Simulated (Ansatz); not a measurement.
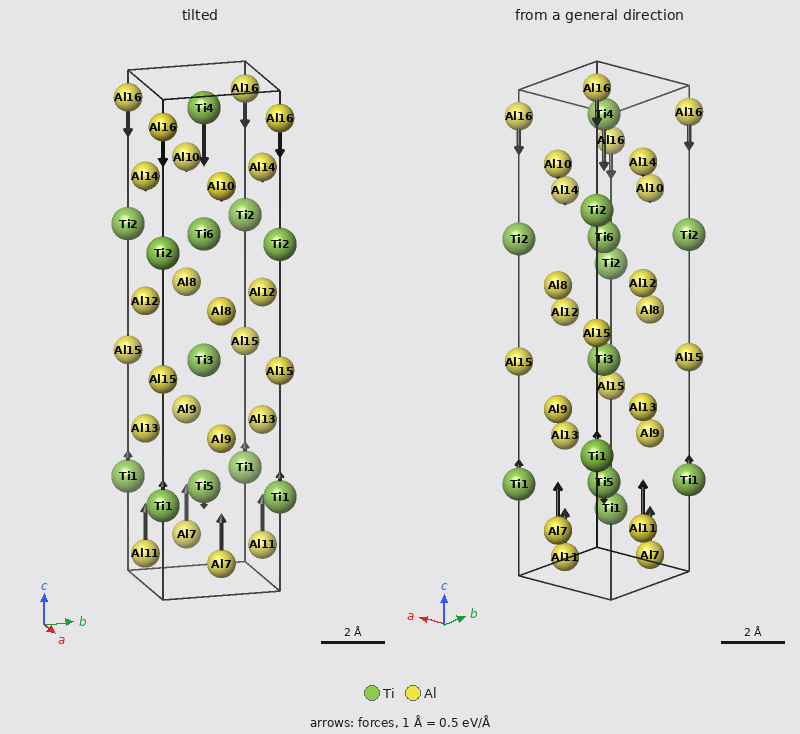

View slightly off an axis and from a general direction, drawn as a spheres-only model. The edges of the simulation cell are marked. The arrows are the computed forces on the atoms.

System: Ti$_{3}$Al$_{5}$. Level of theory and settings: Ansatz, DFT PBEsol, scalar-relativistic, plane waves, PAW, a 420 eV plane-wave basis, k-grid 10×10×3, Gaussian smearing of 0.15 eV, no spin polarisation.

> Are the forces small enough to call this converged?

No. The atoms still feel forces of up to about 0.72 eV/Å, far above a usual threshold of 0.01 to 0.03 eV/Å.

The cell started as a structure listed in the Materials Project. The cell was then strained or its atoms displaced on purpose. Ansatz was used for an electronic-structure calculation on it.
